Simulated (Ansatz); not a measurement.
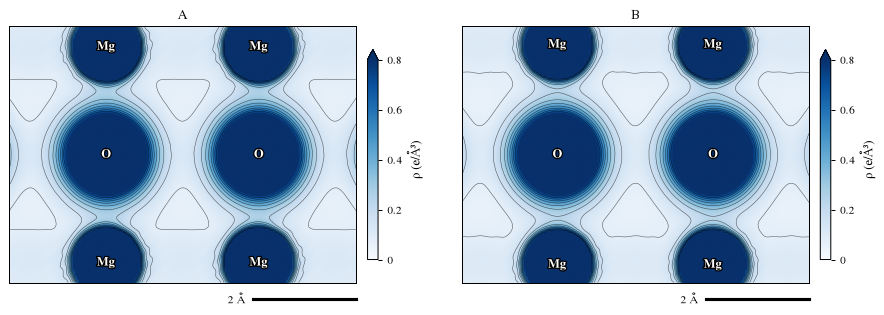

MgO. The valence charge density (pseudo) of two cells that differ in size, on the (011̄) plane of each (indices in the axes of the calculation cell), at one length scale and on one colour scale: B has 9.8 Å³ an atom and A 9.2.

Method: Kohn-Sham DFT of a periodic cell, r2SCAN, Ansatz PAW in Ansatz.

Core electrons are frozen (PAW), and the valence fields are smoothed inside the atomic spheres.

**What changes from the larger cell to the smaller?**

From the larger cell to the smaller, Mg–O goes from 2.14 to 2.10 Å, and the density at its midpoint from 0.31 to 0.34 e/Å³; the pressure goes from −8 to 1.3 GPa; the Kohn–Sham gap goes from 5.2 eV to 5.8 eV.
